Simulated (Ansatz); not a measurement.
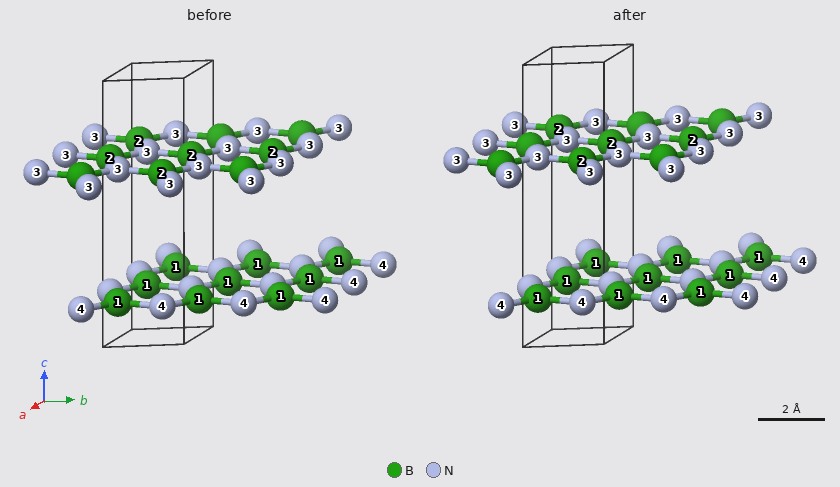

Left: crystalline BN (set up in P6_3/mmc). Right: the same structure after one change, at the same scale. The picture is a ball-and-stick view of the cell of the calculation, repeated 3 × 3 × 1 with one cell outlined, seen slightly off an axis.

These are results of DFT PBE, scalar-relativistic, plane waves, PAW in Ansatz, not measurements. Settings: plane-wave cutoff 420 eV; k-point mesh 12 × 12 × 4; occupations gaussian; smearing width 0.02 eV; no spin polarisation.

Question: Which change leads from the left to the right?

Answer: Strain along c alone, +6.0 %, is applied. Symmetry leaves the atoms no freedom, so this is a single point.

Question: How do the computed properties respond?

Answer: The energy changes by less than 1 meV per atom. The pressure goes from 0.0 to 0.0 GPa. All forces vanish by symmetry. The space group stays P6_3/mmc (No. 194).

Limits of the set-up: layers or molecules are held without a dispersion correction, so their spacing is unreliable.
